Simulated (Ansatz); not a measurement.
```
Si C
1.0
     0.00000   -6.67061    6.36502
     0.00000    6.67061    6.36502
    -7.70256    0.00000   -6.36502
Si C
32 1
Direct
  0.48539 0.32298 0.74786
  0.73732 0.57473 0.25202
  0.10883 0.44793 0.50189
  0.60700 0.94616 0.49842
  0.97189 0.81199 0.74271
  0.87850 0.19829 0.00016
  0.35716 0.69717 0.00022
  0.22918 0.06936 0.25769
  0.66844 0.34968 0.46837
  0.94080 0.61763 0.00046
  0.31306 0.50524 0.25948
  0.82555 0.98849 0.25699
  0.20053 0.88159 0.53268
  0.05375 0.24619 0.74096
  0.56902 0.73183 0.74382
  0.50485 0.10546 0.99955
  0.66924 0.50152 0.73666
  0.93273 0.76515 0.26417
  0.29303 0.64395 0.50938
  0.78377 0.13497 0.49123
  0.15246 0.02859 0.77375
  0.05188 0.39395 0.00029
  0.56189 0.86342 0.00037
  0.37930 0.25504 0.22752
  0.87292 0.54274 0.49444
  0.12825 0.80463 0.00019
  0.50468 0.67522 0.24965
  0.00379 0.17727 0.25207
  0.37844 0.04828 0.50587
  0.25521 0.42582 0.75070
  0.75200 0.92542 0.74830
  0.65808 0.31078 0.99970
  0.32127 0.14355 0.00064
```

Level of theory: DFT PBE, scalar-relativistic, plane waves, PAW in Ansatz.

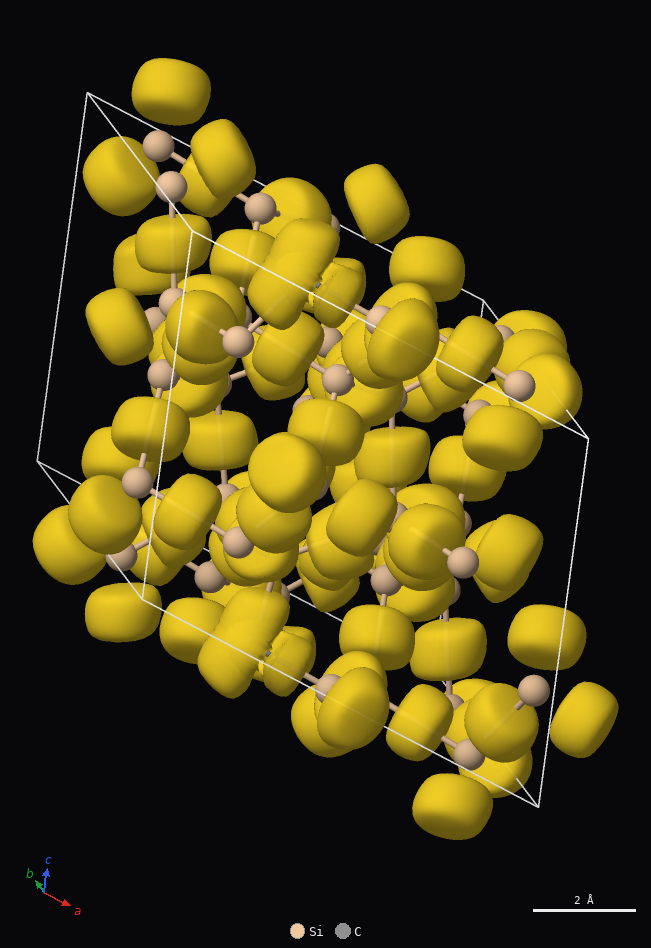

Si$_{32}$C (cell with a defect). Isosurface of the ELF at 0.75 (yellow), seen slightly off an axis. Only the valence region is drawn (cores and ρ < 0.01 e/Å³ removed). Sticks mark near contacts.

In a PAW calculation such maps are meaningful between the atoms, not at the nuclei.

Q: Where are the electrons localised?

A: At this value the surface marks out 62 regions between bonded Si–Si atoms (shared pairs) and one region on C in which the atom's valence shell and bonds are merged, counted in one cell of 33 atoms. Regions shared between cells count once.

Values along the shortest contacts:
Si–C (1.75 Å): the ELF peaks at about 0.90 between the atoms; a covalent bond. Si–Si (2.31 Å): the ELF peaks at about 0.95 between the atoms, as expected for a covalent bond.
